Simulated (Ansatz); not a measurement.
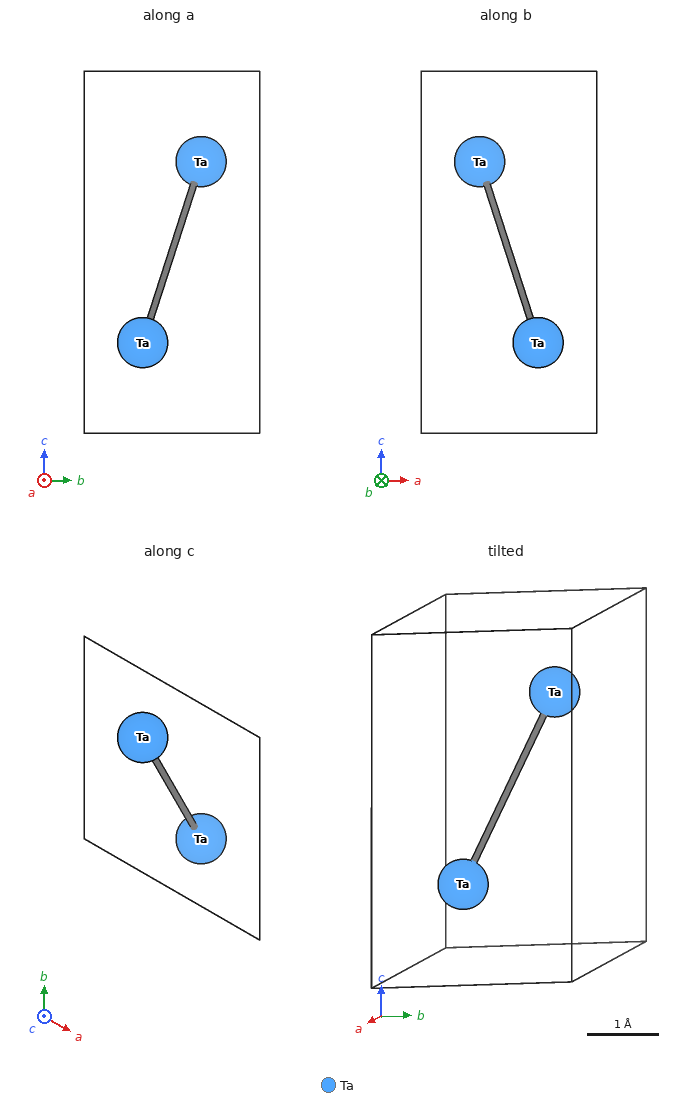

Shown here is a ball-and-stick view of the crystal, taken along the a axis, along the b axis, along the c axis and slightly off an axis. One conventional unit cell is framed, with atoms on its boundary repeated.

Lattice parameters: a = 2.879 Å, b = 2.879 Å, c = 5.146 Å, α = 90.00°, β = 90.00°, γ = 120.00°. Put a along x and b in the xy plane.

**Set out the cell and atoms as a POSCAR file.**

```
Ta
1.0
     2.879    0.000    0.000
    -1.440    2.494    0.000
     0.000    0.000    5.146
Ta
2
Direct
  0.3333 0.6667 0.7500
  0.6667 0.3333 0.2500
```

The model was built from a structure type filled with this element by a generator (whether the element takes this form wasn't checked). Earlier steps of the study may have refined or changed the cell and positions. An electronic-structure calculation with Ansatz was run on it.
